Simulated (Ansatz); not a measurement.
## Run report: Mg$_{2}$Si, band-structure calculation

The run: band-structure calculation of Mg$_{2}$Si (3 atoms in the cell). Method and program: DFT r2SCAN, scalar-relativistic, plane waves, PAW, no spin polarisation (Ansatz 0.2.0).

The structure derives from an entry of the Crystallography Open Database. Figures and captions count atoms from 1; the log counts them from 0 in places.

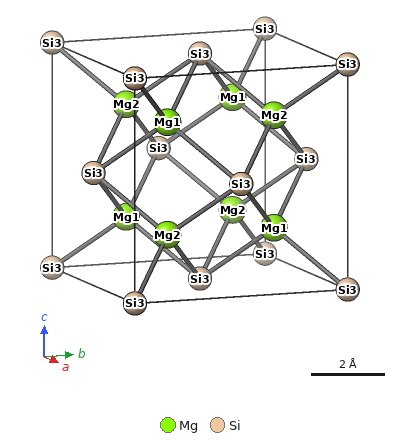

*The structure (ball-and-stick view of the cell 4 times as large as that of the calculation, set on its symmetry axes, seen slightly off an axis; atoms are numbered from 1 in the order of the input). An atom can appear more than once, as a periodic image.*

Near neighbours in the periodic cell (some may lie outside the picture): Mg has 4 Si at 2.74 Å; Si has 8 Mg at 2.74 Å.

### Input file
```yaml
crystal:
  lattice:
    - [0.0, 3.1690589403, 3.1690589403]
    - [3.1690589403, 0.0, 3.1690589403]
    - [3.1690589403, 3.1690589403, 0.0]
  atoms:
    - { symbol: Mg, position: [0.25, 0.25, 0.25] }
    - { symbol: Mg, position: [0.75, 0.75, 0.75] }
    - { symbol: Si, position: [0.0, 0.0, 0.0] }
basis:
  ecutwfc: 500
  ecutrho_ratio: 4
kpoints:
  mp_grid: { grid: [10, 10, 10] }
  band_path:
    path:
      - [[0.0, 0.0, 0.0], [0.5, 0.0, 0.5], [0.625, 0.25, 0.625]]
      - [[0.375, 0.375, 0.75], [0.0, 0.0, 0.0], [0.5, 0.5, 0.5], [0.5, 0.25, 0.75], [0.5, 0.0, 0.5]]
    npoints: 14
hamiltonian:
  xc: r2scan
scf:
  occupations: { method: gaussian, width: 0.05 }
  n_extra_bands: 14
output:
  forces: true
  stress: true
  eigenvalues: true
  populations: true
  dos: { projected: true, de: 0.02, nscf_kmesh: { grid: [15, 15, 15] } }
  bader: true
  write_density: true
  write_potential: true
  elf: true
  volumetric_format: npy
```

Command:
```bash
ansatz run input.yaml --threads 4 --pin off --max-ram 7168MiB --backend cpu --events-out ev --progress --plain --runs-dir out
```

### Log
```
scf.n_extra_bands = 14 over 12 filled bands (N_el = 24.0): the run solves 26 bands
Engine: ansatz 0.2.0, aarch64-unknown-linux-gnu
Pseudopotentials: kind: paw
Pseudopotential: Mg, paw, valence charge 10, recommended cutoff 500 eV (meta_gga), Mg.paw.azcp
Pseudopotential: Si, paw, valence charge 4, recommended cutoff 500 eV (meta_gga), Si.paw.azcp
Functional definition: r2SCAN
  parameter k0 = 0.174
  parameter k1 = 0.065
  parameter a1 = 4.9479
  exchange = r2scan_x(k0 = k0, k1 = k1, a1 = a1)
  correlation = r2scan_c
Crystal: 3 atoms, lattice volume = 63.653 Å³
Basis set: ecut = 500 eV, 1639 PW (Γ), exchange–correlation on 144×144×144 points (64 copies of the dense FFT grid, shifted against one another)
Bands: 26, of which v1, the nominal top of the filled ones, is band 12 counted from 1 (11 counted from 0)
Symmetry: 48 space group operations
Space group: Fm-3m (ITA 225), of the structure as read, at distance tolerance 4.0e-5 Å
k-points: 47 of 1000
Non-local potential: Mg, projectors of the file, l = 0: 3, l = 1: 2, l = 2: 1
Non-local potential: Si, projectors of the file, l = 0: 2, l = 1: 2, l = 2: 2
PAW form: soft (Blöchl's): semilocal exchange-correlation on the pseudo side does not see the compensation charge
PAW frozen core: Mg, regenerated for the run's functional (the file was generated under x = pbe(κ = 0.804, μ = 0.2195149727645171), c = pbe(β = 0.06672455060314922))
PAW frozen core: Si, regenerated for the run's functional (the file was generated under x = pbe(κ = 0.804, μ = 0.2195149727645171), c = pbe(β = 0.06672455060314922))
PAW one-centre angular grid: Mg, 302 points (default); XC on 224 Gauss nodes
PAW one-centre angular grid: Si, 302 points (default); XC on 160 Gauss nodes
Initial density: superposition of atomic densities (neutral atoms: chi_scale 0, normalization atom), corrected by the library's trained network
Initial wavefunctions: pseudopotential atomic-orbital guess
Functional: x = r2scan, c = r2scan; τ floored in thin density (d = 2e-4 eV/Å³)
SCF iter   1: F=—  HF=-4492.469569 eV  |F-HF|=—  |Δ(HF+E_count)|=         —  Δρ=6.93e-3  dr2=2.47e-2  dr2_τ=4.98e-3  ethr=1.77e-3  ⟨swp⟩=5.5  Hψ=5938  notcnv=0  defer=169
preconditioner: auto → none  [insulator: Δε(μ)=0.313 eV  Ē_g=13.255 eV  σ=0.050 eV  W_gap=1.00  n_scr=14 (ndim 8)  ℏωp=13.2 eV  f_vac=0.011  D(μ)=0.00/eV (n_scr^D=0)  ε∞_Penn≈2.0]
SCF iter   2: F=—  HF=-4492.490090 eV  |F-HF|=—  |Δ(HF+E_count)|=   2.05e-2  Δρ=1.98e-3  dr2=1.58e-3  dr2_τ=6.97e-5  ethr=1.03e-4  ⟨swp⟩=2.0  Hψ=2347  notcnv=0  defer=379
SCF iter   3: F=—  HF=-4492.490212 eV  |F-HF|=—  |Δ(HF+E_count)|=   1.22e-4  Δρ=7.20e-4  dr2=2.34e-4  dr2_τ=3.87e-6  ethr=6.60e-6  ⟨swp⟩=2.4  Hψ=1416  notcnv=0  defer=379
SCF iter   4: F=—  HF=-4492.490288 eV  |F-HF|=—  |Δ(HF+E_count)|=   7.63e-5  Δρ=1.01e-4  dr2=5.65e-6  dr2_τ=9.28e-8  ethr=9.77e-7  ⟨swp⟩=2.0  Hψ=1407  notcnv=0  defer=379
SCF iter   5: F=—  HF=-4492.490291 eV  |F-HF|=—  |Δ(HF+E_count)|=   2.61e-6  Δρ=7.05e-6  dr2=1.58e-8  dr2_τ=1.02e-9  ethr=2.35e-8  ⟨swp⟩=2.0  Hψ=984  notcnv=0  defer=379
SCF iter   6: F=-4492.490291 eV  HF=-4492.490291 eV  |F-HF|=8.91e-10  |Δ(HF+E_count)|=   5.19e-8  Δρ=1.05e-6  dr2=1.38e-9  dr2_τ=1.99e-11  ethr=6.60e-11  ⟨swp⟩=11.0  Hψ=7531  notcnv=0
SCF 1 converged in 6 iterations: F = -4492.490291 eV  dr2 = 1.38e-9
  greatest PAW one-centre occupation: 1.000 electrons in one spin orbital (limit 2), on the Mg atom at site 1 (counted from 0), in its partial waves of l = 0
```

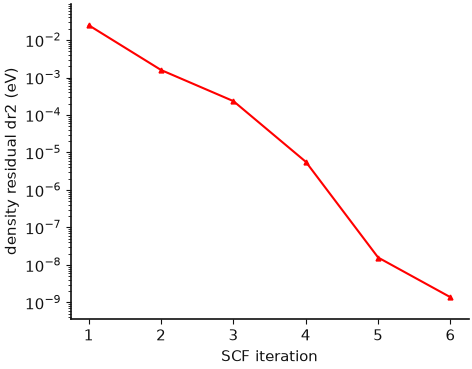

*Convergence of the self-consistent field: density residual dr2 against the SCF iteration.*

The residual falls at every step.

```
NSCF: frozen V_eff on 86 k-points
NSCF: frozen V_eff on 120 k-points
SCF converged after 6 iterations
Free energy (F): -4492.490291 eV
Harris-Foulkes:  -4492.490291 eV  (|F-HF|=8.91e-10)
Internal energy: -4492.490291 eV  (E = F + TS)
E sigma→0 (E₀):  -4492.490291 eV
Fermi energy:    6.084164 eV
--- Per-component energies (eV) ---
  E_band       = -732.467462
  E_kinetic    = 190.098396
  E_local      = -3397.471681  (includes V_loc(G=0)·N_el)
  E_nonlocal   = 216.598732
  E_hartree    = 1234.030395
  E_xc         = -105.292451
  E_vxc        = -127.514908  (∫ρ·V_xc dr)
  E_paw        = -1112.021397  (= ΣΔE_a)
  E_vpaw       = -89.090763  (= ΣTr[D̂ρ^β])
  E_aug_tail   = 0.000002  (compensation charges beyond the density's cutoff)
  E_vtau       = 6.852390  (kinetic-family band-sum trace: ∫τ·v_τ [+ j·A + Jᵃ·Aᵃ] dr)
  E_ewald      = -1518.303437
  E_core_change = -0.128849  (= ΣΔE_core)
  E_smearing   = -0.000000  (= −TS)
  E_closure    = -0.000000  (closes the sum)
  Σ components = -4492.490291   (vs F -4492.490291, Δ=0.00e0)
--- Forces (eV/Å), atoms counted from 1 ---
  atom   1  Mg     0.00000000    -0.00000000    -0.00000000
  atom   2  Mg    -0.00000000    -0.00000000    -0.00000000
  atom   3  Si    -0.00000000     0.00000000    -0.00000000
  max |Σ_I F_I| component: 5.55e-17 eV/Å
--- Stress (GPa, compression-positive) ---
       -0.001327       0.000000      -0.000000
        0.000000      -0.001327      -0.000000
        0.000000       0.000000      -0.001327
  P = ⅓ Tr σ = -0.0013 GPa (-0.013 kbar)
--- Band table (eV; the first three rows and the last of 47) ---
  k-point 0: bands = ["-72.9631", "-72.9599", "-38.0694", "-38.0694", "-38.0694", "-38.0538", "-38.0538", "-38.0538", "-3.6818", "5.8610", "5.8610", "5.8610", "8.3637", "8.7113", "8.7113", "8.7113", "11.8120", "11.8120", "13.4984", "13.9240", "13.9240", "13.9240", "18.0695", "24.0122", "24.0122", "24.0122"]
  k-point 1: bands = ["-72.9631", "-72.9600", "-38.0691", "-38.0690", "-38.0690", "-38.0543", "-38.0542", "-38.0542", "-3.5863", "5.0556", "5.7529", "5.7529", "8.4314", "8.9093", "8.9093", "9.3177", "11.3989", "11.3989", "13.5741", "14.0214", "14.6783", "14.6783", "18.6212", "22.9581", "22.9581", "23.0899"]
  k-point 2: bands = ["-72.9628", "-72.9602", "-38.0681", "-38.0680", "-38.0680", "-38.0555", "-38.0554", "-38.0554", "-3.3090", "3.6936", "5.5253", "5.5253", "8.1484", "9.1978", "9.1978", "10.6735", "11.0991", "11.0991", "13.0317", "15.3031", "16.2049", "16.2049", "19.9291", "20.7744", "20.7744", "21.4864"]
  k-point 46: bands = ["-72.9617", "-72.9614", "-38.0729", "-38.0721", "-38.0648", "-38.0589", "-38.0517", "-38.0512", "-1.5470", "1.8704", "2.5353", "3.1732", "8.3703", "8.9406", "10.7662", "10.8521", "14.9210", "14.9239", "15.2735", "16.9774", "18.6940", "18.9754", "19.5051", "19.8786", "19.9731", "21.0203"]
--- Löwdin populations: 3 sites ---
  site symbol       q [e]
     0     Mg      8.6598
     1     Mg      8.6598
     2     Si      6.3465
  spilling = 0.013912 (of n_electrons = 24.000000)
--- Bader charges: 3 sites ---
  site symbol  charge [e]  shift [e]
     0     Mg      1.5552     0.0002
     1     Mg      1.5552     0.0002
     2     Si     -3.1104     0.0003
  estimated error of the sums over rays = 2.1e-4 e
```

### File bader_charges.tsv
```
# site	symbol	x_ang	y_ang	z_ang	partial_charge_e	electrons	volume_ang3	relative_density_drop	shared_charge_e	partial_wave_shift_e
# quadrature_error_electrons = 2.1e-4
0	Mg	1.5845	1.5845	1.5845	1.55520	10.44480	7.14	-	1.55520	0.00017
1	Mg	4.7536	4.7536	4.7536	1.55520	10.44480	7.14	-	1.55520	0.00017
2	Si	0.0000	0.0000	0.0000	-3.11040	17.11040	49.38	-	-3.11040	0.00034
```

### File populations.tsv
```
# site	symbol	l	j	q
# orbitals = lowdin
# n_electrons = 24.000000
# spilling = 0.013912
0	Mg	0_2S	-	1.995508
0	Mg	0_3S	-	0.664528
0	Mg	1_2P	-	5.999778
1	Mg	0_2S	-	1.995508
1	Mg	0_3S	-	0.664528
1	Mg	1_2P	-	5.999778
2	Si	0_3S	-	1.658098
2	Si	1_3P	-	4.688378
```

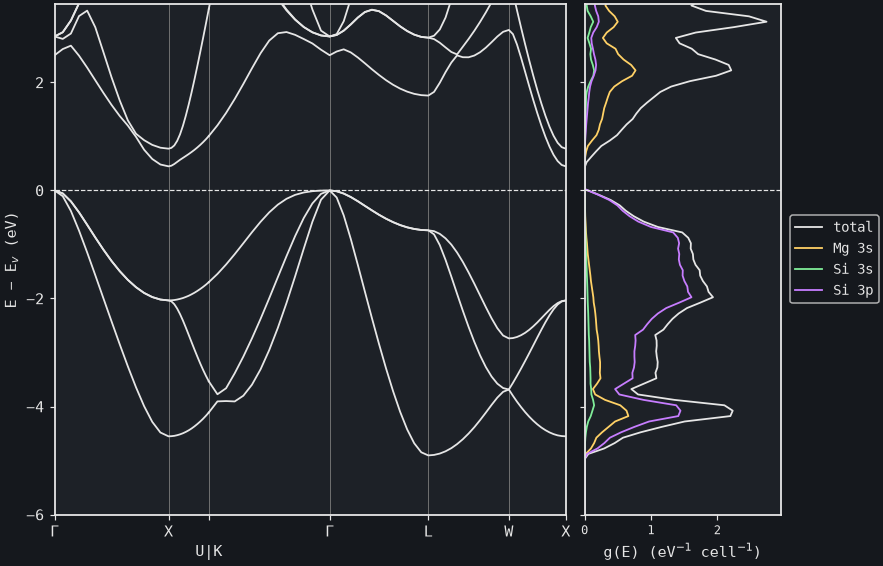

*Band structure along Γ–X–U|K–Γ–L–W–X and density of states (projected on Löwdin-orthogonalised atomic shells), with energies from the valence-band top.*

There is a gap of 0.45 eV on this path, indirect, from Γ to X.

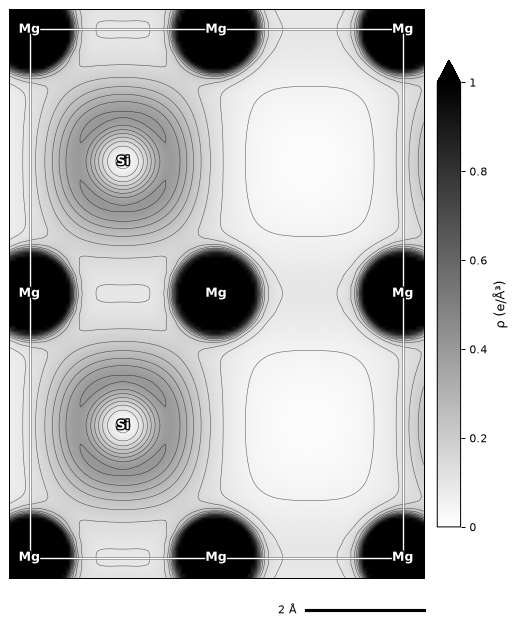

*Valence charge density (pseudo) on the (011) plane of the conventional cell.*

Atoms in the plane: Mg and Si. Mg–Si (2.74 Å): ρ at the midpoint is about 0.23 e/Å³. Away from the nuclei the density in this plane falls to 0.01 e/Å³ at its lowest. The fields are those of the smooth PAW valence density.

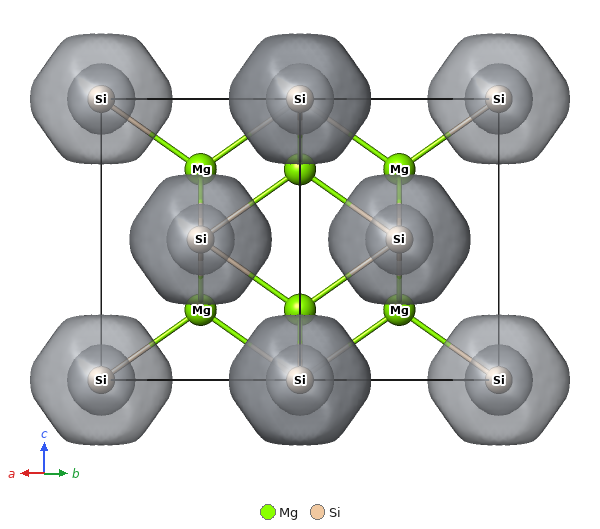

*Isosurface of the electron localisation function at 0.7 (grey), seen along [110]. Only the valence region is drawn (cores and ρ < 0.01 e/Å³ removed). Sticks mark near contacts. The outline is the cell set on symmetry axes.*

Profiles from the grid: Mg–Si (2.74 Å): the ELF is about 0.80 at the midpoint, as expected for ionic bonding with no shared pair.

### Summary

| quantity | value |
| --- | --- |
| outcome | converged |
| space group (tolerance 0.01 Å) | Fm-3m (225) |
| electrons treated | 24 |
| free energy | −4492.4903 eV |
| Fermi energy | 6.084 eV |
| gap on the k-point mesh | 0.45 eV |
| gap on the band path | 0.45 eV |
| pressure | 0.00 GPa |
| largest force (length of the vector) | under 0.001 eV/Å |
| hardware | 4 threads of Arm Neoverse V1, 24 GiB of memory available, shared host |
| wall time | 12 s (CPU time 48 s) |
| peak memory | 0.57 GiB |
